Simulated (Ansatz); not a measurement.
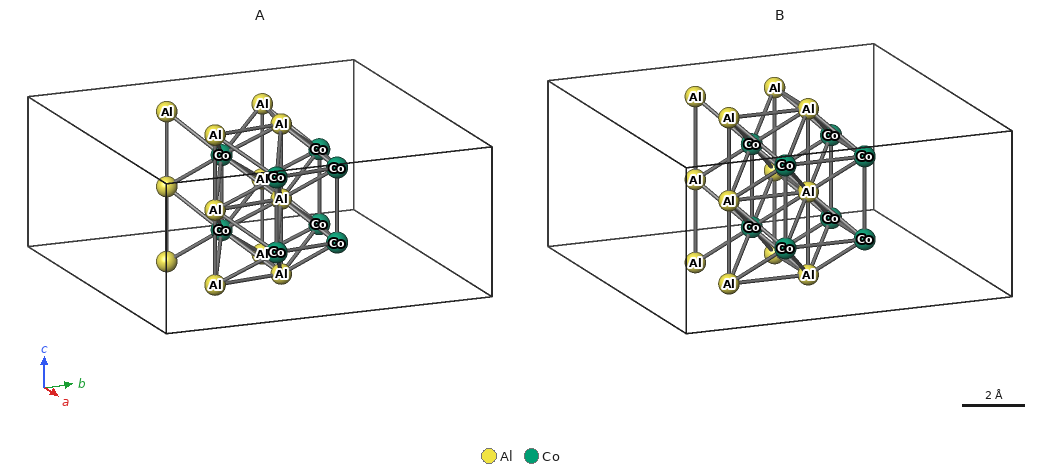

Two geometries of a wire of composition AlCo, drawn at one scale. One is the start of a relaxation, the other its converged end. A ball-and-stick model of the 2 repeat of the cell, with the vacuum cut short, seen slightly off an axis.

Theory: DFT PBEsol, scalar-relativistic, plane waves, PAW in Ansatz. Settings: plane-wave cutoff 420 eV; k-point mesh 1 × 1 × 19; occupations gaussian; smearing width 0.05 eV; no spin polarisation; cell relaxed at fixed a, b, alpha, beta, gamma; force threshold 0.02 eV/Å; at most 45 steps.

**Which one is relaxed?**

Structure A is the relaxed one. Case: wire along [0 0 1], 8 atoms a period. The largest moves relative to the layer's centre, 0.37 Å, are those of Co atoms. Largest moves by element: Co 0.37 Å, Al 0.30 Å. Along the periodic axis the drawn cell goes c 5.645 → 5.101 Å (−9.6 %). Near-neighbour distances that change, for instance: Co–Co 2.823 → 2.325 Å, Al–Al 2.823 → 2.550 Å, Co–Co 2.823 → 2.550 Å, Al–Co 2.444 → 2.323 Å. Among the angles between lasting bonds that change: Co–Co–Co 90.0° → 106.9°, Al–Co–Al 70.5° → 65.6°, Co–Al–Co 70.5° → 66.6°. The energy falls by 1.550 eV per cell of the calculation in 6 accepted moves (7 points after the start). Largest force component: 1.2 eV/Å at the start, 0.0019 eV/Å at the end. The SCF was repeated once at an unchanged geometry on a basis and grid sized afresh for the cell, which shifted the energy by 3.6 meV per cell of the calculation at most. The run took 2.3 min on 4 threads of Intel(R) Xeon(R) Platinum 8259CL CPU @ 2.50GHz (Skylake/Cascade Lake) (shared host), peak memory 1 GiB.

Limits of the set-up: the k-point mesh is coarse for a cell with partly filled bands.
